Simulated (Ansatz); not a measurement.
System: a (001) slab cut from SnS2 (P-3m1), ended by S planes, 27 atoms in the cell; a = 11.01 Å, b = 11.01 Å, c = 18.96 Å, α = 90.00°, β = 90.00°, γ = 120.00°.

Computed with Ansatz 0.2.0: DFT PBE+D3(BJ), scalar-relativistic, plane waves, PAW, no spin polarisation, 2×2×1 k mesh, Gaussian smearing of 0.05 eV.

What does the potential across the slab give for the band edges against vacuum?

From the vacuum level at the right face the ionisation potential is 6.78 eV and the electron affinity 5.20 eV; the left face gives the same. The slab's gap, their difference before rounding, is 1.58 eV. The two vacuum levels agree, so the slab has no net dipole along its normal. The outermost atoms are 3.0 Å apart, which leaves 16.0 Å of vacuum in a cell 19.0 Å high.

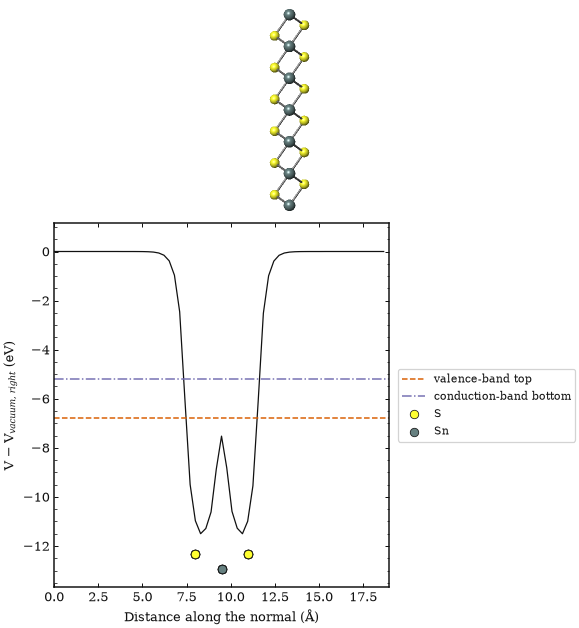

Plane-averaged electrostatic potential energy of an electron across the slab; circles at the bottom mark the heights of the atoms (positions after relaxation). The structure is drawn too.
